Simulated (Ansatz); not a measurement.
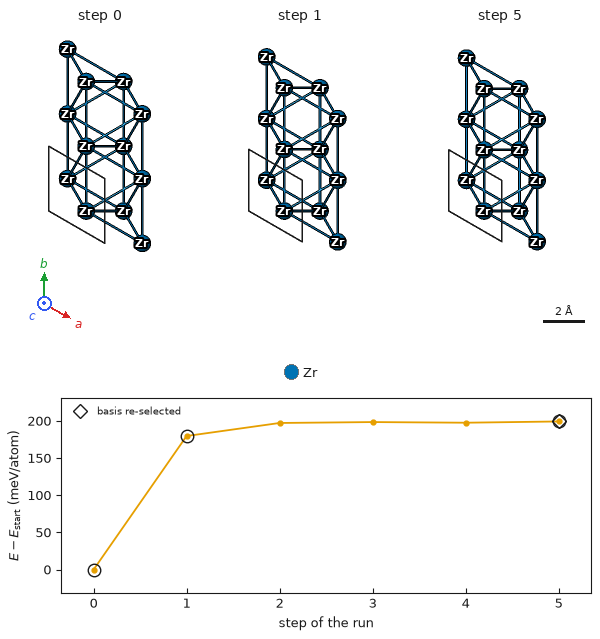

Frames of a relaxation of a crystal of Zr (set up in P6_3/mmc), marked on the history of the run. A ball-and-stick model of the cell of the calculation, repeated 2 × 3 × 1 with one cell outlined, seen along the c axis.

The run lets cell and atoms move.

Computed with Kohn-Sham DFT of a periodic cell, r2SCAN, Ansatz PAW (Ansatz).

Input file:
```yaml
crystal:
  lattice:
    - [3.232, 0.0, 0.0]
    - [-1.616, 2.798994105, 0.0]
    - [0.0, 0.0, 5.147]
  atoms:
    - { symbol: Zr, position: [0.6666666667, 0.3333333333, 0.75] }
    - { symbol: Zr, position: [0.3333333333, 0.6666666667, 0.25] }
hamiltonian:
  xc: r2scan
  pseudopotentials: { kind: paw }
kpoints:
  mp_grid: { grid: [9, 9, 5] }
scf:
  occupations: { method: fermi_dirac, width: 0.05 }
output:
  forces: true
  stress: true
  eigenvalues: true
relax:
  f_tol: 0.01
  max_steps: 40
  cell: { stress_tol: 0.05, p_target: 20.0 }
```

Command:
```bash
ansatz run input.yaml --threads 2 --pin off --max-ram 5632MiB --backend cpu --events-out ev --progress --plain --runs-dir out
```

Question: What happens along the run?

Answer: No atom moves by more than 0.005 Å relative to the cell. Cell: a = b 3.232 → 3.054 Å (−5.5 %), c 5.147 → 4.938 Å (−4.1 %). Volume −14.4 %. Near-neighbour distances that change, for instance: Zr–Zr 3.232 → 3.054 Å, Zr–Zr 3.179 → 3.034 Å. The space group stays P6_3/mmc (No. 194). After 4 accepted moves (5 points after the start) the energy has risen by 199 meV per atom. With the target pressure of 20 GPa, the enthalpy E + pV changes by −218 meV per atom. All forces vanish by symmetry, so only the cell relaxes. Pressure: 0.88 GPa at the start and 19.96 GPa at the end. At 1 point the geometry stayed and the basis and grid were re-selected for the new cell (energy shift of 1.7 meV per atom at most each time). Cost: 11 s on 2 threads of Arm Neoverse V2, on a shared host, peak memory 0.43 GiB. From step 0 to 1: volume −13.7 %, energy +180 meV per atom. From step 1 to 5: volume −0.8 %, energy +19.6 meV per atom.

```tsv
step	E − E(0), meV/atom	pressure, GPa	volume, Å³/atom	note
0	0.00	0.88	23.281	
1	179.72	19.05	20.094	
2	197.24	20.07	19.944	
3	198.47	20.07	19.932	
4	197.59	20.00	19.939	
5	199.29	19.96	19.939	same geometry, new basis
```
